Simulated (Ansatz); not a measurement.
## Cu12Cl: geometry relaxation (part 1 of 3)

Cu12Cl (slab, 13 atoms in the cell), computed with DFT PBE, scalar-relativistic, plane waves, PAW, PAW set soft_1, no spin polarisation (Ansatz 0.2.0).

The structure derives from an entry of the Crystallography Open Database. The input holds or restrains some coordinates. Forces given for the steps count only the free coordinates. Figures and captions count atoms from 1; the log counts them from 0 in places.

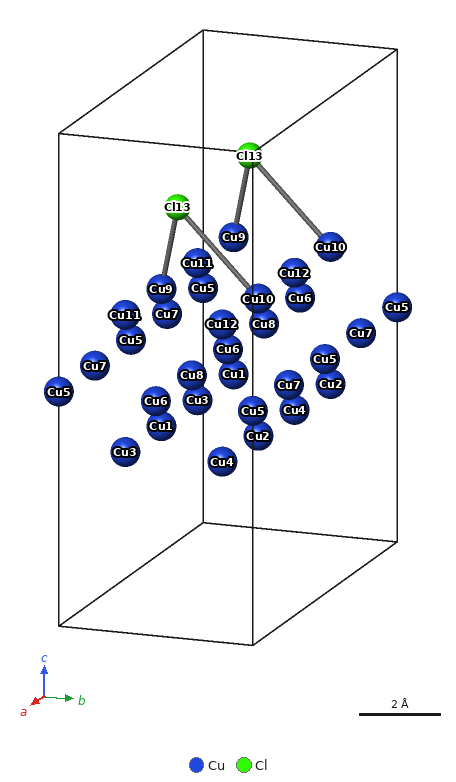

Fig. 1: The structure as given in the input (ball-and-stick view of the 2 × 1 repeat of the cell, with the vacuum cut short, seen slightly off an axis; atoms are numbered from 1 in the order of the input). An atom can appear more than once, as a periodic image.

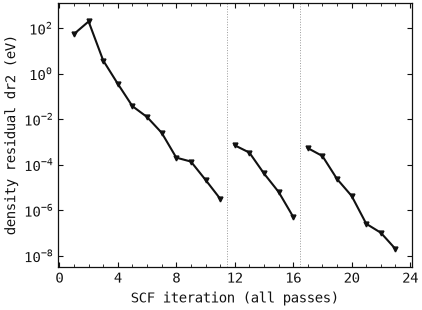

Fig. 2: Convergence of the self-consistent field: density residual dr2 against the SCF iteration. The dotted lines part the SCF passes of the relaxation: geometry steps, rejected trials and re-solves on a re-selected basis. The passes take 11, 5 and 7 iterations.

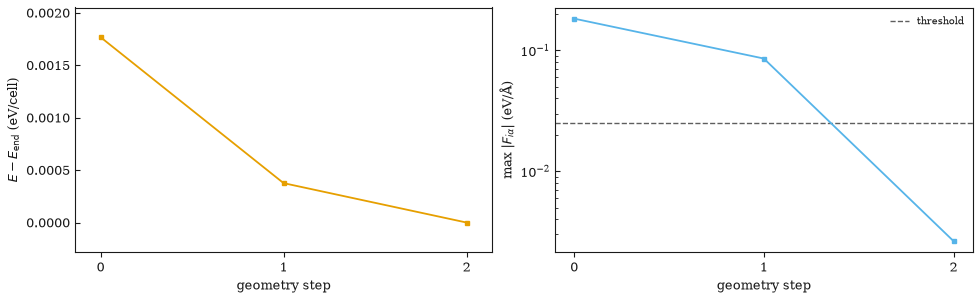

Fig. 3: Progress of the restrained relaxation, step by step (the first geometry is step 0 here and step 1 in the log).

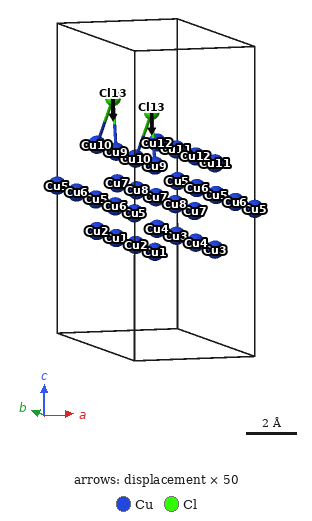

Fig. 4: The starting structure with the displacements as black arrows, magnified 50 times (ball-and-stick view of the 1 × 2 repeat of the cell, with the vacuum cut short, seen slightly off an axis). After 2 geometry steps the energy has fallen by 1.8 meV per cell of the calculation. Largest force component: 0.18 eV/Å at the start, 0.0026 eV/Å at the end. Cl13 moves most: 0.019 Å. Cu stays in place. The lattice vectors keep their values. Distances before and after: Cu9–Cl13 2.186 → 2.167 Å, Cu10–Cl13 3.028 → 3.014 Å. (Atoms are counted from 1 in the order of the input.)

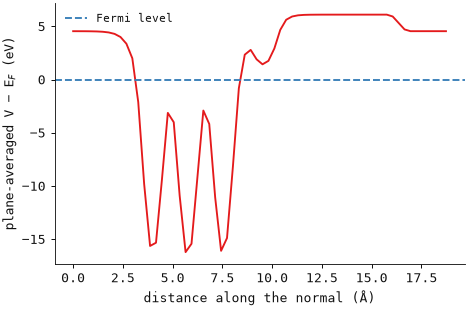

Fig. 5: Plane average of the electrostatic potential energy of an electron across the cell, from the Fermi level. The vacuum level lies 6.10 eV above the Fermi level on the upper side and 4.55 eV on the lower.

These pictures come from the run below.

## Input
```yaml
crystal:
  lattice:
    - [5.1319544654, 0.0, 0.0]
    - [0.0, 5.1319544654, 0.0]
    - [0.0, 0.0, 19.027931415]
  atoms:
    - { symbol: Cu, position: [0.25, 0.25, 0.2102172807] }
    - { symbol: Cu, position: [0.25, 0.75, 0.2102172807] }
    - { symbol: Cu, position: [0.75, 0.25, 0.2102172807] }
    - { symbol: Cu, position: [0.75, 0.75, 0.2102172807] }
    - { symbol: Cu, position: [0.0, 0.0, 0.3029241254] }
    - { symbol: Cu, position: [0.0, 0.5, 0.3029241254] }
    - { symbol: Cu, position: [0.5, 0.0, 0.3029241254] }
    - { symbol: Cu, position: [0.5, 0.5, 0.3029241254] }
    - { symbol: Cu, position: [0.25, 0.25, 0.3956253179] }
    - { symbol: Cu, position: [0.25, 0.75, 0.3956253179] }
    - { symbol: Cu, position: [0.75, 0.25, 0.3956253179] }
    - { symbol: Cu, position: [0.75, 0.75, 0.3956253179] }
    - { symbol: Cl, position: [0.25, 0.3333333333, 0.5082741955] }
basis:
  ecutwfc: 420
kpoints:
  mp_grid: { grid: [5, 5, 1] }
hamiltonian:
  xc: pbe
  pseudopotentials: { kind: paw, azcp: { folder: soft_1 } }
scf:
  occupations: { method: gaussian, width: 0.1 }
output:
  forces: true
  eigenvalues: true
relax:
  adjacent_minimum: "off"
  f_tol: 0.025
  max_steps: 16
  constraints:
    - { sites: [0, 1, 2, 3, 4, 5, 6, 7, 8, 9, 10, 11] }
    - { sites: [12], fix: xy }
efield:
  axis: 3
  dipole_correction: true
  ramp_width: 0.04
```

Run as:
```bash
ansatz run input.yaml --threads 8 --pin off --max-ram 22528MiB --backend cpu --events-out ev --progress --plain --runs-dir out
```

## Output
```
Engine: ansatz 0.2.0, aarch64-unknown-linux-gnu
Pseudopotentials: kind: paw
Pseudopotential: Cu, paw, valence charge 19, recommended cutoff 420 eV (normal), [file]
Pseudopotential: Cl, paw, valence charge 7, recommended cutoff 420 eV (normal), [file]
Functional definition: PBE
  parameter kappa = 0.804
  parameter beta = 0.06672455060314922
  exchange = pbe_x(kappa = kappa, mu = beta*pi^2/3)
  correlation = pbe_c(beta = beta)
Crystal: 13 atoms, lattice volume = 501.138 Å³
Basis set: ecut = 420 eV, 9751 PW (Γ), exchange–correlation on 72×72×256 points (8 copies of the dense FFT grid, shifted against one another)
Bands: 141, of which v1, the nominal top of the filled ones, is band 118 counted from 1 (117 counted from 0)
Symmetry: 2 space group operations
Space group: Pm (ITA 6), of the structure as read, at distance tolerance 7.9e-5 Å
k-points: 9 of 25 (time reversal used)
Non-local potential: Cu, projectors of the file, l = 0: 3, l = 1: 2, l = 2: 3, l = 3: 1
Non-local potential: Cl, projectors of the file, l = 0: 2, l = 1: 2, l = 2: 1
PAW form: soft (Blöchl's): semilocal exchange-correlation on the pseudo side does not see the compensation charge
PAW one-centre angular grid: Cu, 590 points (default); XC on 64 Gauss nodes
PAW one-centre angular grid: Cl, 110 points (default); XC on 64 Gauss nodes
Initial density: superposition of atomic densities (neutral atoms: chi_scale 0, normalization atom)
Initial wavefunctions: pseudopotential atomic-orbital guess
Functional: x = pbe(κ = 0.804, μ = 0.2195149727645171), c = pbe(β = 0.06672455060314922)
SCF iter   1: F=—  HF=-80588.047715 eV  |F-HF|=—  |Δ(HF+E_count)|=         —  Δρ=1.31e-1  dr2=5.46e1  ethr=3.10e-3  p=0.000 e·Å  D=2.10e-6 V/Å  ΔV_dip=-0.00 eV  dr2_dipole=4.91e-1  V_vac-E_F(+/−)=4.46/4.46 eV  ⟨swp⟩=9.0  Hψ=5718  notcnv=0  defer=32
efield: sawtooth ramp at fractional position 0.8392 (placed from the atoms, in the widest stretch of the axis that holds none; the zero of the levels goes with the place), width 0.0400; the density the first Hamiltonian is built on has a dipole p = 0.000 e·Å; the dipole correction subtracts the counter field D = 2.10e-6 V/Å, which shifts the + side's vacuum level by -0.00 eV against the − side's; the planar-averaged density in the ramp window peaks in size at 5.4e-5 e/Å³
preconditioner: auto → LDOS  [metal: Δε(μ)=0.047 eV  Ē_g=7.182 eV  σ=0.100 eV  W_gap=0.26  n_scr=110 (ndim 8)  ℏωp=19.6 eV  f_vac=0.612  D(μ)=3.80/eV (n_scr^D=6)  β→1.0]
SCF iter   2: F=—  HF=-80644.311905 eV  |F-HF|=—  |Δ(HF+E_count)|=    5.63e1  Δρ=2.62e-1  dr2=1.94e2  ethr=3.10e-3  p=-0.185 e·Å  D=-6.68e-2 V/Å  ΔV_dip=1.27 eV  dr2_dipole=7.98e-4  V_vac-E_F(+/−)=4.01/2.74 eV  ⟨swp⟩=4.0  Hψ=3668  notcnv=0  defer=147  recentre
SCF iter   3: F=—  HF=-80578.977716 eV  |F-HF|=—  |Δ(HF+E_count)|=    6.53e1  Δρ=3.29e-2  dr2=3.73e0  ethr=3.10e-3  p=-0.228 e·Å  D=-8.23e-2 V/Å  ΔV_dip=1.57 eV  dr2_dipole=4.46e-2  V_vac-E_F(+/−)=6.22/4.66 eV  ⟨swp⟩=4.0  Hψ=3576  notcnv=0  defer=153
SCF iter   4: F=—  HF=-80578.304299 eV  |F-HF|=—  |Δ(HF+E_count)|=   6.73e-1  Δρ=1.02e-2  dr2=3.52e-1  ethr=1.59e-3  p=-0.227 e·Å  D=-8.19e-2 V/Å  ΔV_dip=1.56 eV  dr2_dipole=1.25e-2  V_vac-E_F(+/−)=6.15/4.59 eV  ⟨swp⟩=2.0  Hψ=2096  notcnv=0  defer=155
SCF iter   5: F=—  HF=-80578.271188 eV  |F-HF|=—  |Δ(HF+E_count)|=   3.31e-2  Δρ=3.03e-3  dr2=3.68e-2  ethr=1.50e-4  p=-0.231 e·Å  D=-8.35e-2 V/Å  ΔV_dip=1.59 eV  dr2_dipole=2.37e-3  V_vac-E_F(+/−)=6.18/4.60 eV  ⟨swp⟩=2.0  Hψ=2352  notcnv=0  defer=157
SCF iter   6: F=—  HF=-80578.277105 eV  |F-HF|=—  |Δ(HF+E_count)|=   5.92e-3  Δρ=1.87e-3  dr2=1.23e-2  ethr=1.57e-5  p=-0.232 e·Å  D=-8.38e-2 V/Å  ΔV_dip=1.59 eV  dr2_dipole=5.78e-4  V_vac-E_F(+/−)=6.17/4.58 eV  ⟨swp⟩=2.0  Hψ=1722  notcnv=0  defer=157
SCF iter   7: F=—  HF=-80578.278342 eV  |F-HF|=—  |Δ(HF+E_count)|=   1.24e-3  Δρ=8.72e-4  dr2=2.50e-3  ethr=5.23e-6  p=-0.232 e·Å  D=-8.38e-2 V/Å  ΔV_dip=1.59 eV  dr2_dipole=1.89e-5  V_vac-E_F(+/−)=6.16/4.56 eV  ⟨swp⟩=2.0  Hψ=1698  notcnv=0  defer=157
SCF iter   8: F=—  HF=-80578.278654 eV  |F-HF|=—  |Δ(HF+E_count)|=   3.12e-4  Δρ=2.58e-4  dr2=2.02e-4  ethr=1.06e-6  p=-0.232 e·Å  D=-8.38e-2 V/Å  ΔV_dip=1.60 eV  dr2_dipole=2.25e-6  V_vac-E_F(+/−)=6.15/4.56 eV  ⟨swp⟩=2.0  Hψ=1727  notcnv=0  defer=157
SCF iter   9: F=—  HF=-80578.278749 eV  |F-HF|=—  |Δ(HF+E_count)|=   9.52e-5  Δρ=1.99e-4  dr2=1.36e-4  ethr=8.61e-8  p=-0.234 e·Å  D=-8.43e-2 V/Å  ΔV_dip=1.60 eV  dr2_dipole=9.03e-11  V_vac-E_F(+/−)=6.15/4.55 eV  ⟨swp⟩=3.8  Hψ=2687  notcnv=0  defer=157
SCF iter  10: F=—  HF=-80578.278748 eV  |F-HF|=—  |Δ(HF+E_count)|=   1.05e-6  Δρ=7.01e-5  dr2=2.14e-5  ethr=5.80e-8  p=-0.234 e·Å  D=-8.44e-2 V/Å  ΔV_dip=1.61 eV  dr2_dipole=1.95e-7  V_vac-E_F(+/−)=6.15/4.55 eV  ⟨swp⟩=2.0  Hψ=1595  notcnv=0  defer=157
SCF iter  11: F=-80578.278759 eV  HF=-80578.278756 eV  |F-HF|=2.60e-6  |Δ(HF+E_count)|=   7.73e-6  Δρ=3.13e-5  dr2=3.18e-6  ethr=6.65e-9  p=-0.234 e·Å  D=-8.45e-2 V/Å  ΔV_dip=1.61 eV  dr2_dipole=1.83e-9  V_vac-E_F(+/−)=6.15/4.55 eV  ⟨swp⟩=16.3  Hψ=6831  notcnv=0
WARN: efield: at this solve's end the planar-averaged density reaches 5.25e-5 e/Å³ inside the ramp window [0.7867, 0.9318] (bound 1e-5 e/Å³), and -5.12e-5 e/Å³ on another of its planes; by the running means of the window's planes the mean density over a ramp is at most 1.24e-5 e/Å³, which is held to the bound (the quickstart, § The vacuum guard, A window that rings); the window's nearer edge stands 5.30 Å from this solve's nearest atom along the axis. Its work functions, free energy, forces, stress, dipole, levels and responses can be off, and this figure does not tell by how much. A short vacuum, a low `basis.ecutwfc` or `basis.ecutrho_ratio` and negative occupations (`scf.occupations.method`) can put density there. See the manual's quickstart, § The vacuum guard
SCF 1 converged in 11 iterations: F = -80578.278759 eV  dr2 = 3.18e-6
  greatest PAW one-centre occupation: 1.000 electrons in one spin orbital (limit 2), on the Cu atom at site 10 (counted from 0), in its partial waves of l = 0
relax step   1: F+E_penalty+E_count = -80578.27875851 eV  Δ(F+E_penalty+E_count) = +0.000e0 eV  max|allowed force component| = 1.831e-1 eV/Å  Δτ_max = 0.0000 Å  (11 SCF iters, dr2 threshold 1.56e-5 eV, accepted)
Initial density: handed on by an earlier stage of this run
Initial wavefunctions: those handed on with the density
iter 1 solved again at ethr=3.02e-7 eV; its pass at ethr=3.10e-3 eV (dr2=7.09e-4 eV) is discarded
SCF iter   1: F=—  HF=-80578.280134 eV  |F-HF|=—  |Δ(HF+E_count)|=         —  Δρ=2.13e-4  dr2=7.04e-4  ethr=3.02e-7  p=-0.234 e·Å  D=-8.45e-2 V/Å  ΔV_dip=1.61 eV  dr2_dipole=2.81e-4  V_vac-E_F(+/−)=6.15/4.54 eV  ⟨swp⟩=2.0  Hψ=3626  notcnv=0  defer=49
efield: sawtooth ramp at fractional position 0.8392 (handed on by an earlier solve), width 0.0400; the density the first Hamiltonian is built on has a dipole p = -0.234 e·Å; the dipole correction subtracts the counter field D = -8.45e-2 V/Å, which shifts the + side's vacuum level by +1.61 eV against the − side's; the planar-averaged density in the ramp window peaks in size at 5.3e-5 e/Å³
preconditioner: auto → LDOS  [metal: Δε(μ)=0.095 eV  Ē_g=8.016 eV  σ=0.100 eV  W_gap=0.42  n_scr=110 (ndim 8)  ℏωp=19.6 eV  f_vac=0.616  D(μ)=3.82/eV (n_scr^D=6)  β→1.0]
SCF iter   2: F=—  HF=-80578.280224 eV  |F-HF|=—  |Δ(HF+E_count)|=   9.01e-5  Δρ=2.26e-4  dr2=3.37e-4  ethr=3.00e-7  p=-0.227 e·Å  D=-8.21e-2 V/Å  ΔV_dip=1.56 eV  dr2_dipole=6.63e-5  V_vac-E_F(+/−)=6.11/4.55 eV  ⟨swp⟩=2.3  Hψ=1885  notcnv=0  defer=49
SCF iter   3: F=—  HF=-80578.280157 eV  |F-HF|=—  |Δ(HF+E_count)|=   6.72e-5  Δρ=1.16e-4  dr2=4.08e-5  ethr=1.43e-7  p=-0.230 e·Å  D=-8.31e-2 V/Å  ΔV_dip=1.58 eV  dr2_dipole=1.63e-11  V_vac-E_F(+/−)=6.13/4.55 eV  ⟨swp⟩=2.1  Hψ=1951  notcnv=0  defer=49
SCF iter   4: F=—  HF=-80578.280151 eV  |F-HF|=—  |Δ(HF+E_count)|=   6.02e-6  Δρ=4.56e-5  dr2=6.33e-6  ethr=1.74e-8  p=-0.230 e·Å  D=-8.30e-2 V/Å  ΔV_dip=1.58 eV  dr2_dipole=1.07e-7  V_vac-E_F(+/−)=6.13/4.55 eV  ⟨swp⟩=2.8  Hψ=2056  notcnv=0  defer=49
SCF iter   5: F=-80578.280151 eV  HF=-80578.280151 eV  |F-HF|=3.65e-7  |Δ(HF+E_count)|=   7.54e-8  Δρ=1.36e-5  dr2=5.08e-7  ethr=8.91e-10  p=-0.230 e·Å  D=-8.30e-2 V/Å  ΔV_dip=1.58 eV  dr2_dipole=1.39e-9  V_vac-E_F(+/−)=6.13/4.55 eV  ⟨swp⟩=11.7  Hψ=5688  notcnv=0
WARN: efield: at this solve's end the planar-averaged density reaches 5.25e-5 e/Å³ inside the ramp window [0.7867, 0.9318] (bound 1e-5 e/Å³), and -5.12e-5 e/Å³ on another of its planes; by the running means of the window's planes the mean density over a ramp is at most 1.24e-5 e/Å³, which is held to the bound (the quickstart, § The vacuum guard, A window that rings); the window's nearer edge stands 5.30 Å from this solve's nearest atom along the axis. Its work functions, free energy, forces, stress, dipole, levels and responses can be off, and this figure does not tell by how much. A short vacuum, a low `basis.ecutwfc` or `basis.ecutrho_ratio` and negative occupations (`scf.occupations.method`) can put density there. See the manual's quickstart, § The vacuum guard
SCF 2 converged in 5 iterations: F = -80578.280151 eV  dr2 = 5.08e-7
relax step   2: F+E_penalty+E_count = -80578.28015125 eV  Δ(F+E_penalty+E_count) = -1.393e-3 eV  max|allowed force component| = 8.557e-2 eV/Å  Δτ_max = 0.0103 Å  (5 SCF iters, dr2 threshold 2.09e-6 eV, accepted)
```
